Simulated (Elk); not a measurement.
# How AgCl (Chlorargyrite) absorbs and reflects light

Aim: the dielectric function of AgCl (Chlorargyrite), and the optical constants that follow from it. The cell comes from an older database entry, whose edges can differ from later determinations, mostly by under a per cent.

Main program and level: Elk 11.2.3 (patched build); DFT, LDA, all-electron APW+lo, Dirac cores, scalar-relativistic bands, independent-particle optical response without local fields.

The database entry behind the starting cell differs from later determinations by our own check (an axis about 1.4 % short against later determinations), so it need not match the best structure at ambient conditions.

**1. The starting structure**

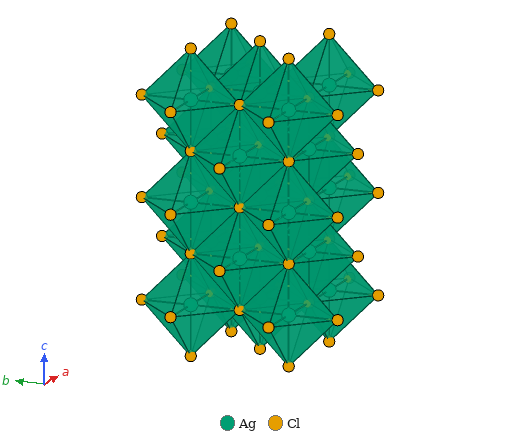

Start, viewed from a free direction; silver teal, chlorine orange. 1×1×2 cells are drawn. This picture shows the conventional cell, with its axes. Some periodic images of atoms are drawn too.

**2. Ground state**

The self-consistent density comes first; it also tells whether there is a gap, which decides the occupations and the need for a Drude term.

This step: DFT, LDA, all-electron APW+lo, Dirac cores, scalar-relativistic bands, ground state (Elk 11.2.3 (patched build)).

The input, elk.in:

```
tasks
  0
  120

xctype
  3

nempty
  12

lorbcnd
  .true.

rgkmax
  7.0

swidth
  0.0018375

maxscl
  100

epsengy
  1e-05

sppath
  './'

avec
  0.000000000000 5.168400950851 5.168400950851
  5.168400950851 0.000000000000 5.168400950851
  5.168400950851 5.168400950851 0.000000000000

atoms
  2
  'Ag.in'
  1
  0.000000000000 0.000000000000 0.000000000000   0.000 0.000 0.000
  'Cl.in'
  1
  0.500000000000 0.500000000000 0.500000000000   0.000 0.000 0.000

ngridk
  10 10 10
```

Command:

```
$ OMP_NUM_THREADS=4 elk
```

Numbers of over 12 decimals in the logs are rounded to 6 here.

Output:

```text
┌─────────────────────────┐
│ Elk code version 11.2.3 │
└─────────────────────────┘

All units are atomic (Hartree, Bohr, etc.)

┌─────────────────────────────────────────────────┐
│ Ground-state run starting from atomic densities │
└─────────────────────────────────────────────────┘

Lattice vectors :
   0.000000000       5.168400951       5.168400951
   5.168400951       0.000000000       5.168400951
   5.168400951       5.168400951       0.000000000

Reciprocal lattice vectors :
 -0.6078461566      0.6078461566      0.6078461566
  0.6078461566     -0.6078461566      0.6078461566
  0.6078461566      0.6078461566     -0.6078461566

Unit cell volume      :    276.1204604
Brillouin zone volume :   0.8983405761

Muffin-tin inner radius fraction :   0.1000000000E-01

Nuclei treated as point charges

Species : 1 (Ag)
 parameters loaded from : Ag.in
 name : silver
 nuclear charge    :   -47.00000000
 electronic charge :    47.00000000
 atomic mass :    196631.6998
 muffin-tin radius :    2.600000000
 number of radial points in muffin-tin :    597
 inner part over the whole radius :   0.9869554211E-02
 number on inner part of muffin-tin    :    425
 approximate nuclear radius :   0.8648227117E-04
 number of mesh points to nuclear radius :    213
 atomic positions (lattice), magnetic fields (Cartesian) :
  1 :   0.00000000  0.00000000  0.00000000    0.00000000  0.00000000  0.00000000

Species : 2 (Cl)
 parameters loaded from : Cl.in
 name : chlorine
 nuclear charge    :   -17.00000000
 electronic charge :    17.00000000
 atomic mass :    64626.86550
 muffin-tin radius :    2.200000000
 number of radial points in muffin-tin :    397
 inner part over the whole radius :   0.9992010025E-02
 number on inner part of muffin-tin    :    278
 approximate nuclear radius :   0.6305718926E-04
 number of mesh points to nuclear radius :    127
 atomic positions (lattice), magnetic fields (Cartesian) :
  1 :   0.50000000  0.50000000  0.50000000    0.00000000  0.00000000  0.00000000

Total number of atoms per unit cell :    2
Total muffin-tin volume :    118.2244147
 ratio of muffin-tin to unit cell volume :   0.4281624570

Spin treatment :
 spin-unpolarised

Number of Bravais lattice symmetries :   48
Number of crystal symmetries         :   48
Crystal has inversion symmetry
Real symmetric eigensolver will be used

k-point grid :     10    10    10
k-point offset :    0.000000000       0.000000000       0.000000000
k-point set is reduced with full crystal symmetry group
Total number of k-points :       47

Muffin-tin radius times maximum |G+k| :    7.000000000
 using average radius
Maximum |G+k| for APW functions       :    2.916666667
Maximum (1/2)|G+k|²                   :    4.253472222
Maximum |G| for potential and density :    12.00000000
Constant for pseudocharge density :    8
 order of it for each species :   15  15
 order of it for pair densities of each species (exact exchange by exxq0 0: 15) :   11   7
Radial integration step length :    1

G-vector grid sizes :     28    28    28
Number of G-vectors :     7991

Maximum angular momentum used for
 APW functions            :    8
 outer part of muffin-tin :    6
 inner part of muffin-tin :    2

Total nuclear charge    :   -64.00000000
Total core charge       :    38.00000000
Total valence charge    :    26.00000000
Total excess charge     :    0.000000000
Total electronic charge :    64.00000000

Effective Wigner radius, rₛ :    1.009896038

Number of empty states         :     24
Total number of valence states :     38
Total number of core states    :     38

Conduction state local-orbitals added automatically
Third-order local-orbitals added for an l without core states : F
Total number of local-orbitals :    121

Exchange-correlation functional :      3     0     0
 Perdew-Wang/Ceperley-Alder, Phys. Rev. B 45, 13244 (1992)
 gradient requirement :    0
 local density approximation (LDA)

Smearing type :    3
 Fermi-Dirac
Smearing width :   0.1837500000E-02
Effective electronic temperature (K) :    580.2366081

Mixing type :    3
 Broyden mixing, J. Phys. A: Math. Gen. 17, L317 (1984)

Kohn-Sham potential initialised from atomic data

┌──────────────────────────────┐
│ Self-consistent loop started │
└──────────────────────────────┘

┌─────────────────┐
│ Loop number : 1 │
└─────────────────┘

Energies :
 Fermi                       :     0.14714096876097E-01
 sum of occupied eigenvalues :     -3448.9524272380
 electron kinetic            :      6017.1010437858
 core electron kinetic       :      5801.0462203569
 Coulomb                     :     -11618.704939807
 Coulomb potential           :     -9236.3358310043
 nuclear-nuclear             :     -638.22344422821
 electron-nuclear            :     -12739.935600774
 Hartree                     :      1759.4541051948
 Madelung                    :     -7000.5370243051
 xc potential                :     -229.71764001951
 exchange                    :     -165.53580744267
 correlation                 :     -5.808832
 electron entropic           :    -0.32430483944817E-05
 total energy                :     -5772.9485388279

Density of states at Fermi energy :   0.1610162233
 (states/Hartree/unit cell)

Estimated indirect band gap :   0.1585105997E-01
 from k-point 6 to k-point 1
Estimated direct band gap   :   0.9719278656E-01
 at k-point 1

Charges :
 core                        :    38.00000000
 valence                     :    26.00000000
 interstitial                :    2.567286847
 muffin-tins (core leakage)
  species : 1 (Ag)
   atom 1                    :    45.68913164     ( -0.5336250599E-05)
  species : 2 (Cl)
   atom 1                    :    15.74358151     (  0.7631394954E-05)
 total in muffin-tins        :    61.43271315
 total calculated charge     :    63.99969299
 total charge                :    64.00000000
 error                       :   0.3070140519E-03

┌─────────────────┐
│ Loop number : 2 │
└─────────────────┘

Energies :
 Fermi                       :     0.15553761821652E-01
 sum of occupied eigenvalues :     -3448.9266330782
 electron kinetic            :      6017.0081859094
 core electron kinetic       :      5800.9629249985
 Coulomb                     :     -11618.753303840
 Coulomb potential           :     -9236.2813055038
 nuclear-nuclear             :     -638.22344422821
 electron-nuclear            :     -12740.086249309
 Hartree                     :      1759.5563896963
 Madelung                    :     -7000.6126510885
 xc potential                :     -229.65351348376
 exchange                    :     -165.53851961442
 correlation                 :     -5.808896
 electron entropic           :    -0.30541585911351E-05
 total energy                :     -5773.0925361031

Density of states at Fermi energy :   0.1501676018
 (states/Hartree/unit cell)

Estimated indirect band gap :   0.1612063056E-01
 from k-point 6 to k-point 1
Estimated direct band gap   :   0.9778199129E-01
 at k-point 1

Charges :
 core                        :    38.00000000
 valence                     :    26.00000000
 interstitial                :    2.567421867
 muffin-tins (core leakage)
  species : 1 (Ag)
   atom 1                    :    45.69226703     ( -0.5336250712E-05)
  species : 2 (Cl)
   atom 1                    :    15.74031110     (  0.7636215027E-05)
 total in muffin-tins        :    61.43257813
 total calculated charge     :    63.99969328
 total charge                :    64.00000000
 error                       :   0.3067189674E-03

RMS change in Kohn-Sham potential (target) :   0.1047056829     (  0.1000000000E-05)
Absolute change in total energy (target)   :   0.1439972752     (  0.1000000000E-04)

[... 12 loops left out ...]

┌──────────────────┐
│ Loop number : 15 │
└──────────────────┘

Energies :
 Fermi                       :     0.123514
 sum of occupied eigenvalues :     -3442.9681772051
 electron kinetic            :      6018.7706560525
 core electron kinetic       :      5801.3569976982
 Coulomb                     :     -11620.016189761
 Coulomb potential           :     -9234.5599225579
 nuclear-nuclear             :     -638.22344422821
 electron-nuclear            :     -12744.315334667
 Hartree                     :      1762.5225891349
 Madelung                    :     -7002.7362284817
 xc potential                :     -227.17891069975
 exchange                    :     -165.60636841152
 correlation                 :     -5.810305
 electron entropic           :    -0.72399695186804E-06
 total energy                :     -5772.6622079114

Density of states at Fermi energy :   0.2853062046E-01
 (states/Hartree/unit cell)

Estimated indirect band gap :   0.2217589348E-01
 from k-point 6 to k-point 1
Estimated direct band gap   :   0.1104659968
 at k-point 2

Charges :
 core                        :    38.00000000
 valence                     :    26.00000000
 interstitial                :    2.588856943
 muffin-tins (core leakage)
  species : 1 (Ag)
   atom 1                    :    45.80870523     ( -0.5336275326E-05)
  species : 2 (Cl)
   atom 1                    :    15.60243783     (  0.7520506124E-05)
 total in muffin-tins        :    61.41114306
 total calculated charge     :    63.99970592
 total charge                :    64.00000000
 error                       :   0.2940839360E-03

RMS change in Kohn-Sham potential (target) :   0.2580961689E-07 (  0.1000000000E-05)
Absolute change in total energy (target)   :   0.5341636097E-05 (  0.1000000000E-04)

Convergence targets achieved

┌──────────────────┐
│ Loop number : 16 │
└──────────────────┘

Energies :
 Fermi                       :     0.123514
 sum of occupied eigenvalues :     -3442.9681770730
 electron kinetic            :      6018.7706559525
 core electron kinetic       :      5801.3569984095
 Coulomb                     :     -11620.016189992
 Coulomb potential           :     -9234.5599228813
 nuclear-nuclear             :     -638.22344422821
 electron-nuclear            :     -12744.315334861
 Hartree                     :      1762.5225890964
 Madelung                    :     -7002.7362285518
 xc potential                :     -227.17891014426
 exchange                    :     -165.60636841872
 correlation                 :     -5.810305
 electron entropic           :    -0.72399489105942E-06
 total energy                :     -5772.6622082506

Density of states at Fermi energy :   0.2853052732E-01
 (states/Hartree/unit cell)

Estimated indirect band gap :   0.2217590560E-01
 from k-point 6 to k-point 1
Estimated direct band gap   :   0.1104660096
 at k-point 2

Charges :
 core                        :    38.00000000
 valence                     :    26.00000000
 interstitial                :    2.588856952
 muffin-tins (core leakage)
  species : 1 (Ag)
   atom 1                    :    45.80870520     ( -0.5336275180E-05)
  species : 2 (Cl)
   atom 1                    :    15.60243784     (  0.7520507461E-05)
 total in muffin-tins        :    61.41114305
 total calculated charge     :    63.99970592
 total charge                :    64.00000000
 error                       :   0.2940839349E-03

┌──────────────────────────────┐
│ Self-consistent loop stopped │
└──────────────────────────────┘

Wrote STATE.OUT
```

It took 6.6 s on 4 threads of Arm Neoverse V1, shared host; peak memory 0.08 GiB.

Numbers from this step:

- total energy: -5773 Ha
- Fermi energy: 3.361 eV
- DOS at the Fermi level: 0.001048 states/eV/cell
- gap on the k-mesh: 0.6034 eV
- direct gap on the mesh: 3.006 eV

There is a gap, 0.60 eV on this mesh (points off the mesh can give less), so no carriers' term is needed.

**3. Independent particles**

The spectrum is a sum over vertical transitions between filled and empty bands at the fixed density, so many empty bands are needed.

This step: DFT, LDA, all-electron APW+lo, Dirac cores, scalar-relativistic bands, independent-particle optical response without local fields (Elk 11.2.3 (patched build)).

Changes to elk.in since step 2:

```diff
@@ -1,4 +1,6 @@
 tasks
-  0
-  120
+  121
+
+optcomp
+  1 1
 
@@ -17,9 +19,7 @@
 swidth
-  0.0018375
+  0.0055124
 
-maxscl
-  100
-
-epsengy
-  1e-05
+wplot
+  400 100 0
+  0.0 0.58799
```

Command:

```
$ OMP_NUM_THREADS=4 elk
```

Output:

```text
┌─────────────────────────────────┐
│ Elk code version 11.2.3 started │
└─────────────────────────────────┘

┌────────────────────┐
│ Current task : 121 │
└────────────────────┘

Info(dielectric):
 dielectric tensor written to EPSILON_ij.OUT
 optical conductivity written to SIGMA_ij.OUT
 for components
  i = 1, j = 1

┌──────────────────┐
│ Elk code stopped │
└──────────────────┘
```

It took 1.4 s on 4 threads; peak memory 0.03 GiB.

Numbers from this step:

```
electronic dielectric constant ε∞, mean over x, y and z (by symmetry where fewer were run) : 5.683
main peak of Im epsilon, first axis                                                        : 4.625 eV
```

Values under the direct gap are tails of Lorentzian lines. Im ε, E ∥ x against photon energy; read off at these points:

| photon energy (eV) | Im ε, E ∥ x |
| --- | --- |
| 0.0 | 0 |
| 1.0 | 0.0547 |
| 2.0 | 0.174 |
| 3.0 | 2.51 |
| 4.0 | 5.19 |
| 4.6 | 8.42 |
| 5.0 | 7.06 |
| 6.0 | 4.65 |
| 7.0 | 3.40 |
| 8.0 | 5.07 |
| 8.2 | 5.56 |
| 9.0 | 4.41 |
| 10.0 | 4.43 |
| 11.0 | 2.43 |
| 12.0 | 2.88 |
| 13.0 | 1.79 |
| 14.0 | 1.03 |
| 15.0 | 0.934 |

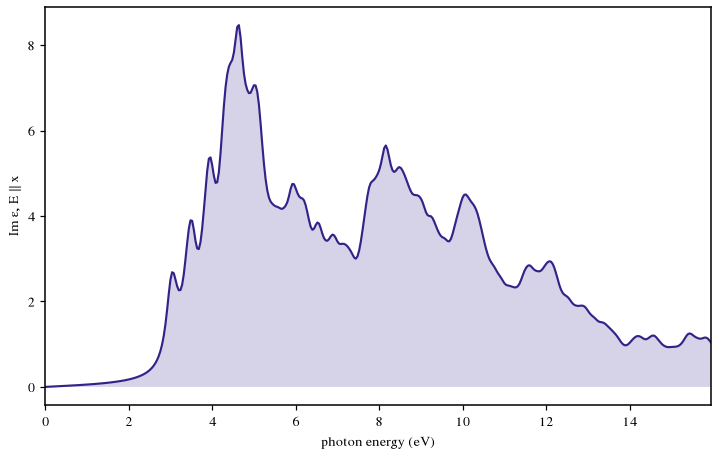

Im ε, E ∥ x against photon energy.

Table of Re ε, E ∥ x by photon energy:

| photon energy (eV) | Re ε, E ∥ x |
| --- | --- |
| 0 | 5.68 |
| 2 | 6.53 |
| 4 | 7.19 |
| 6 | 2.21 |
| 8 | 2.83 |
| 10 | 0.682 |
| 12 | -0.202 |
| 14 | -0.0679 |

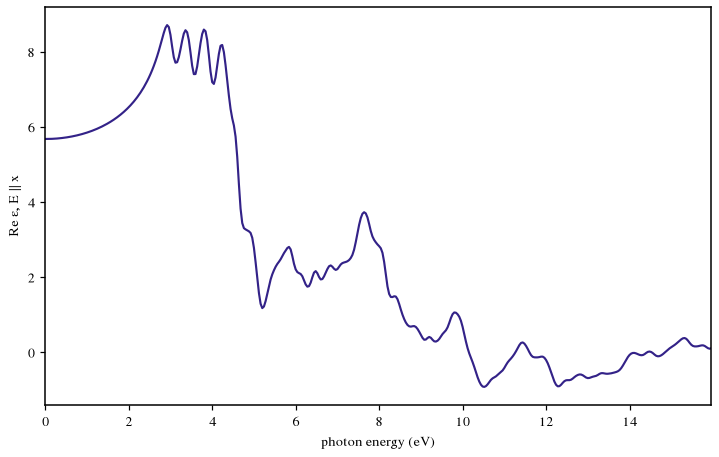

Re ε, E ∥ x, plotted against photon energy.

The reflectivity at normal incidence, E ∥ x has structure finer than the step of the table below, so its rows give means over 1 eV, whole bins alone (the curve runs from 0 to 16.0 eV). Peaks (eV: height): 4.6: 33.2, 8.6: 27.5, 10.5: 33.1, 12.3: 32.3, 14.7: 19.6.

Reflectivity at normal incidence, E ∥ x against photon energy; means over each step:

| photon energy (eV) | reflectivity at normal incidence, E ∥ x (%) |
| --- | --- |
| 1 | 17.3 |
| 2 | 19.3 |
| 3 | 24.1 |
| 4 | 27.8 |
| 5 | 29.0 |
| 6 | 21.5 |
| 7 | 17.6 |
| 8 | 23.9 |
| 9 | 26.2 |
| 10 | 26.4 |
| 11 | 26.0 |
| 12 | 26.9 |
| 13 | 29.3 |
| 14 | 22.5 |
| 15 | 14.7 |

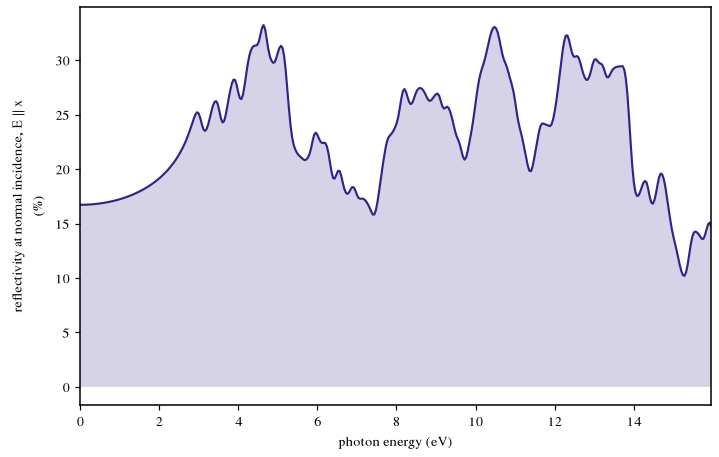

Reflectivity at normal incidence, E ∥ x against photon energy.

The loss function −Im 1/ε at q → 0, E ∥ x has structure finer than the step of the table below, so its rows give means over 1 eV, whole bins alone (the curve runs from 0 to 16.0 eV). Peaks (eV: height): 14.0: 0.992, 14.9: 1.07.

Values under the direct gap are tails of Lorentzian lines. The loss function −Im 1/ε at q → 0, E ∥ x by energy loss; means over each step:

| energy loss (eV) | loss function −Im 1/ε at q → 0, E ∥ x |
| --- | --- |
| 1 | 0.00163 |
| 2 | 0.00433 |
| 3 | 0.0260 |
| 4 | 0.0581 |
| 5 | 0.137 |
| 6 | 0.184 |
| 7 | 0.198 |
| 8 | 0.156 |
| 9 | 0.230 |
| 10 | 0.246 |
| 11 | 0.373 |
| 12 | 0.361 |
| 13 | 0.511 |
| 14 | 0.834 |
| 15 | 0.921 |

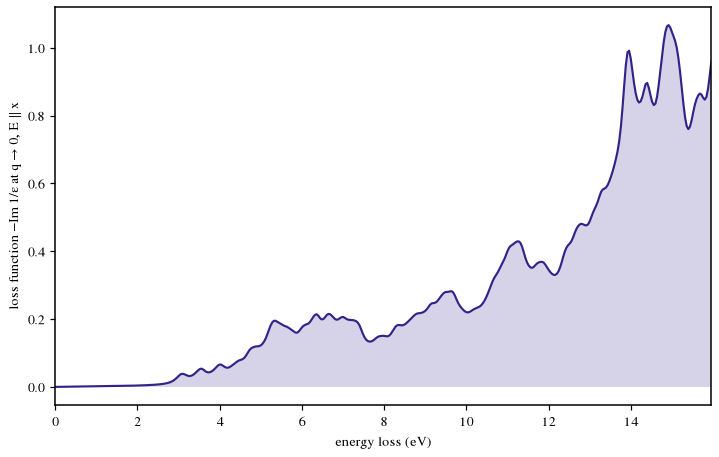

Loss function −Im 1/ε at q → 0, E ∥ x against energy loss.

Refractive index n and extinction k against photon energy:

| photon energy (eV) | n | k |
| --- | --- | --- |
| 0 | 2.38 | 0 |
| 2 | 2.56 | 0.0340 |
| 4 | 2.83 | 0.915 |
| 6 | 1.92 | 1.21 |
| 8 | 2.08 | 1.22 |
| 10 | 1.61 | 1.38 |
| 12 | 1.16 | 1.24 |
| 14 | 0.694 | 0.741 |

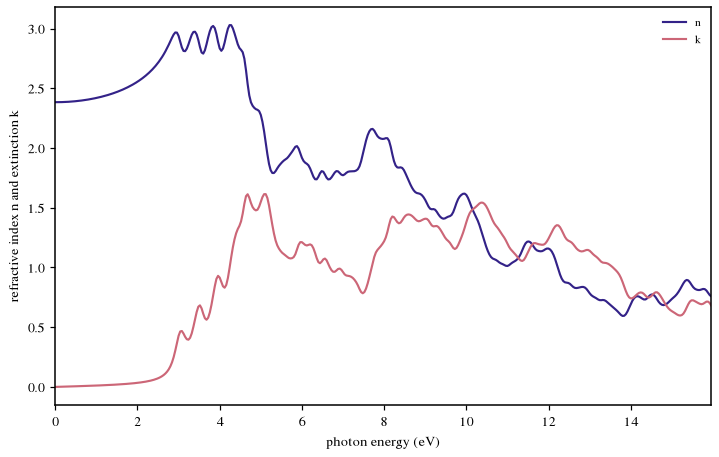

Refractive index n and extinction k, plotted against photon energy.

From ε follow the optical constants at some laser and lamp lines:

| wavelength (nm) | n | k | R (%) | 1/α |
| --- | --- | --- | --- | --- |
| 1064 | 2.43 | 0.014 | 17.4 | 6.2 µm |
| 800 | 2.48 | 0.021 | 18.0 | 3.1 µm |
| 633 | 2.55 | 0.032 | 19.0 | 1.6 µm |
| 532 | 2.65 | 0.053 | 20.4 | 793 nm |
| 405 | 2.86 | 0.466 | 24.4 | 69 nm |
| 308 | 2.82 | 0.892 | 26.7 | 27 nm |
| 193 | 1.78 | 1.039 | 19.2 | 15 nm |

Below the direct gap, k and the depth come from the tails of the Lorentzian lines, not from transitions.

Rows near the edge hang on the gap, which this functional as a rule makes too small, and phonon-assisted absorption is left out.

**4. Results**

- electronic dielectric constant ε∞, mean over x, y and z (by symmetry where fewer were run) (independent particles): 5.68
- main peak of Im epsilon, first axis: 4.63 eV

At this level (LDA, independent particles) AgCl has ε∞ = 5.68 and n = 2.41 at 1550 nm, and Im ε peaks at 4.6 eV. On the mesh the gap is 0.60 eV and the least direct gap 3.01 eV, so on this mesh the band edges lie at different points. Distinct maxima of Im ε, read by a parabola through the highest points, lie at 3.95 eV (5.4), 4.63 eV (8.5), 5.94 eV (4.8) and 8.16 eV (5.7). Excitons and phonon-assisted transitions are missing, and so are local fields; LDA gaps are as a rule too small, which pulls the onset down and ε∞ up. The sum runs over mesh points, so small or evenly spaced maxima can still be ripples of the mesh.

[Machine, clock and banner lines and Python warnings are left out of the logs.]

[Logs are printed without paths, hosts, clocks, repeated set-up lines and the standing remarks that a program may print on its own settings, such as how far it seeks lower states.]

[Hosts, paths, dates, database ids (printed as entryN), source tags and the programs' standing remarks are cut or masked in the printed files.]
